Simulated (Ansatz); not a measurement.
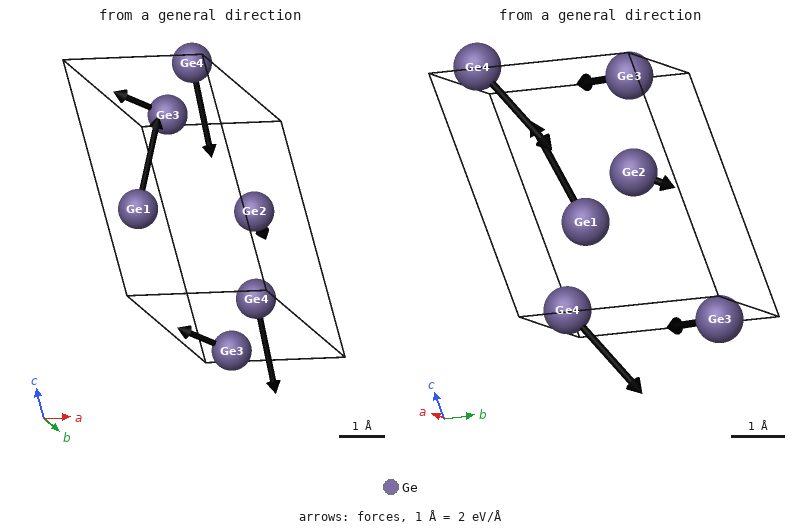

Shown here is a spheres-only view of the crystal, taken from two general directions. Lines trace the edges of the cell (the run's own, in a reduced setting). The arrows are the computed forces on the atoms.

System: Ge. The calculation used DFT r2SCAN, scalar-relativistic, plane waves, PAW (Ansatz 0.2.0), with a cutoff energy of 500 eV, k-points about 0.17 Å⁻¹ apart, Gaussian smearing of 0.15 eV, no spin polarisation.

Question: Are the atoms in equilibrium?

Answer: No. The atoms still feel forces of up to about 3.6 eV/Å, far above a usual threshold of 0.01 to 0.03 eV/Å.

The cell started as a structure listed in the Materials Project. The cell was then strained or its atoms displaced on purpose. Ansatz was used for an electronic-structure calculation on it.
